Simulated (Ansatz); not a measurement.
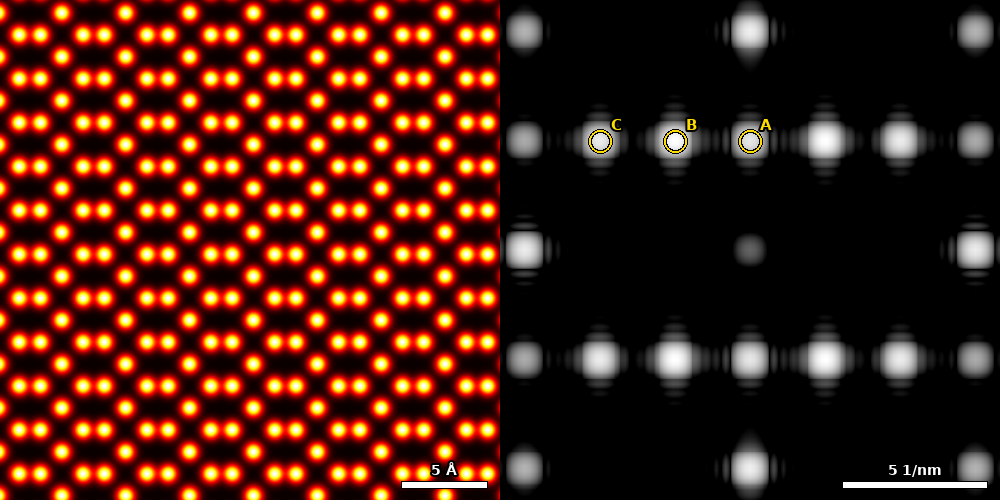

Dark-field STEM-like image of Pd (P6/mmm, No. 191) along [100]. The image is simulated as a sum over atoms of Z^1.7, blurred by a 0.77 Å probe (no channelling). The display is stretched by a gamma of 0.8; percentages refer to the linear signal. Structure used: a calculation's starting geometry; the starting structure was generated, so it need not be a known form of this composition.

The right panel is the modulus of the image's Fourier transform on a logarithmic scale.

a = 4.426 Å, b = 4.426 Å, c = 2.634 Å, α = 90.00°, β = 90.00°, γ = 120.00°

### Index the marked spots and give their plane spacings (the zone axis points at the viewer; indices equivalent by symmetry, or all signs reversed, are as good).

A: (001), d = 2.63 Å; B: (0 -1 1), d = 2.17 Å; C: (0 -2 1), d = 1.55 Å. A and B enclose 34°, and every spot obeys the zone law hu + kv + lw = 0 for [100].
